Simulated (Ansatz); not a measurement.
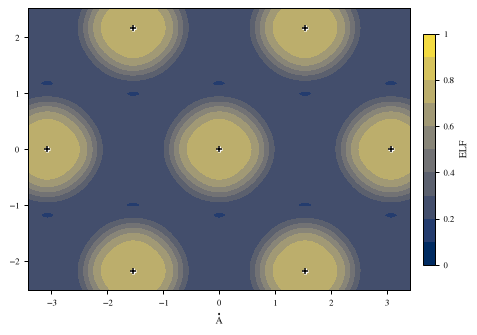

The ELF on a plane through atoms (crosses mark nuclei in the plane).

Theory: DFT, PBE, plane waves (420 eV) with PAW, scalar-relativistic (Ansatz 0.2.0).

Candidates:
A. Ru, a = 3.09 Å, b = 3.09 Å, c = 3.09 Å, α = 90.00°, β = 90.00°, γ = 90.00°. Space group Im-3m; set up as Ru, bcc; a generated structure, not necessarily the stable one; changed on purpose from its base cell (volume × 1.04); computed pressure about −10 GPa in this cell; spin-polarised.
B. Rh, a = 3.07 Å, b = 3.07 Å, c = 3.07 Å, α = 90.00°, β = 90.00°, γ = 90.00°. Space group Im-3m; set up as Rh, bcc; a generated structure, not necessarily the stable one; spin-polarised.

> Which system is this?

Candidate B: Rh on the (101̄) plane of the conventional cell, which holds Rh. Rh–Rh (2.66 Å): the ELF is about 0.25 at the midpoint (no localised pair shows between them).
